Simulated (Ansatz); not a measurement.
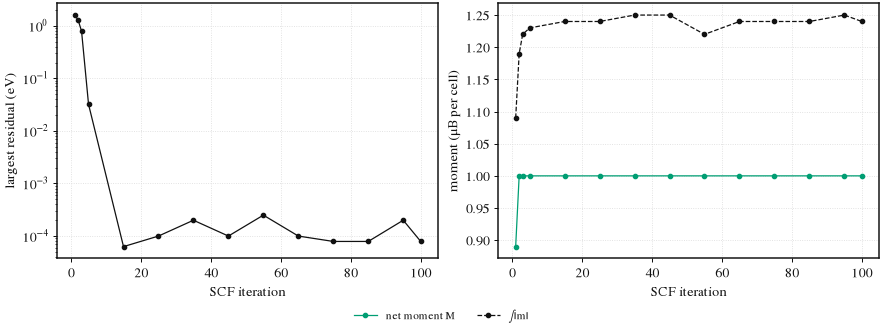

Figure. SCF iterations of a calculation: largest residual, magnetic moments. SrVO$_{3}$ (Pm-3m, 5 atoms in the cell); Ansatz, DFT, PBE+U, PAW (an earlier, harder data set), plane waves, scalar-relativistic; cutoff 930 eV, 6×6×6 k-mesh, Gaussian smearing of 0.1 eV, collinear spins, U = 3.25 eV on V d. Setting under test: occupation matrices typed, default search for lower states. Only some iterations were kept.

Not converged after 100 iterations. The residual stalls around 10⁻⁴ from about step 15 on. The residual starts near 2 and ends near 8 × 10⁻⁵ eV. The net moment goes from 0.9 to 1.0 μB per cell, though in an unconverged run this needn't be final.
